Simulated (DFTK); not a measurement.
Consider InP.

Input

```
using DFTK
using PseudoPotentialData
using Unitful, UnitfulAtomic
using LinearAlgebra, Printf
include("save.jl")
disable_threading()

# lattice vectors are the columns
lattice = austrip(1u"Å") * [           0.0         2.9305         2.9305;
                   2.9305            0.0         2.9305;
                   2.9305         2.9305            0.0]
symbols   = [:In, :P]
positions = [[0.0, 0.0, 0.0],
             [0.75, 0.75, 0.75]]
pseudopotentials = Dict(:In => "In.upf", :P => "P.upf")
elements = Dict(s => ElementPsp(s, pseudopotentials; rcut=10.0) for s in unique(symbols))
atoms    = [elements[s] for s in symbols]

build_model(lattice, positions; symmetries=true) =
    model_DFT(lattice, atoms, positions;
              functionals=PBE(),
              temperature=austrip(0.05u"eV"),
              smearing=Smearing.FermiDirac(),
              symmetries)
Ecut  = 30.0  # hartree
kgrid = [8, 8, 8]
tol   = 1e-6
to_GPa = ustrip(uconvert(u"GPa", 1u"hartree/bohr^3"))

model = build_model(lattice, positions)
basis = PlaneWaveBasis(model; Ecut, kgrid)
display(basis)
scfres = self_consistent_field(basis;
                               tol,
                               nbandsalg=AdaptiveBands(model; n_bands_converge=14))
display(scfres.energies)
@printf "Fermi level: %.6f eV\n" ustrip(auconvert(u"eV", something(scfres.εF, NaN)))
forces = compute_forces_cart(scfres)
println("Forces (eV/Å)")
for (s, f) in zip(symbols, forces)
    @printf "%-3s %12.6f %12.6f %12.6f\n" s ustrip.(auconvert.(u"eV/Å", f))...
end
stress = compute_stresses_cart(scfres)
println("Stress (GPa)")
display(round.(stress * to_GPa; digits=4))
println("Levels at the first k-point (eV): ", round.(ustrip.(auconvert.(u"eV", scfres.eigenvalues[1][1:scfres.n_bands_converge])); digits=4))
save_scf!(scfres; forces, stress)

points = Dict("G" => [0.0, 0.0, 0.0], "K" => [0.375, 0.375, 0.75], "L" => [0.5, 0.5, 0.5], "U" => [0.625, 0.25, 0.625], "W" => [0.5, 0.25, 0.75], "X" => [0.5, 0.0, 0.5])
segments = [("G", "X", 7), ("X", "W", 4), ("W", "K", 3), ("K", "G", 7), ("G", "L", 6), ("L", "U", 4), ("U", "W", 3), ("W", "L", 5), ("L", "K", 4), ("U", "X", 3)]
kcoords = vcat([[points[a] + t * (points[b] - points[a]) for t in range(0, 1, n)] for (a, b, n) in segments]...)
bands = compute_bands(scfres, ExplicitKpoints(kcoords); n_bands=16, tol=1e-5)
for (k, ε) in zip(bands.basis.kpoints, bands.eigenvalues)
    @printf "%d %8.4f %8.4f %8.4f " k.spin k.coordinate...
    println(join([@sprintf("%9.4f", e) for e in ustrip.(auconvert.(u"eV", ε .- scfres.εF))]))
end
results["band_energies"] = rows(bands.eigenvalues); results["band_kpoints"] = rows(kcoords)
```

Command:

```sh
julia --threads=1 run.jl
```

Below, planes, directions and counts refer to the conventional cell (a = 5.86 Å, b = 5.86 Å, c = 5.86 Å, α = 90.00°, β = 90.00°, γ = 90.00°).

Space group F-43m; computed pressure about 4 GPa in this cell.

Method: DFTK, Kohn-Sham DFT of a periodic cell, PBE, spms-PBE-1.0.

**Predict the valence pseudo-density between the atoms.**

In–P (2.54 Å): the density is about 0.45 e/Å³ at the midpoint.

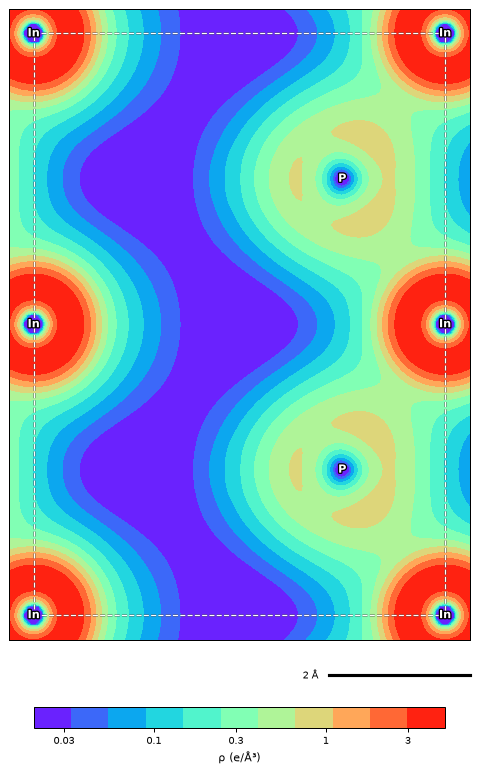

Computed valence pseudo-density on the (101) plane of the conventional cell. 

The density is the valence pseudo-density of a pseudopotential calculation; it isn't the true density close to the nuclei.
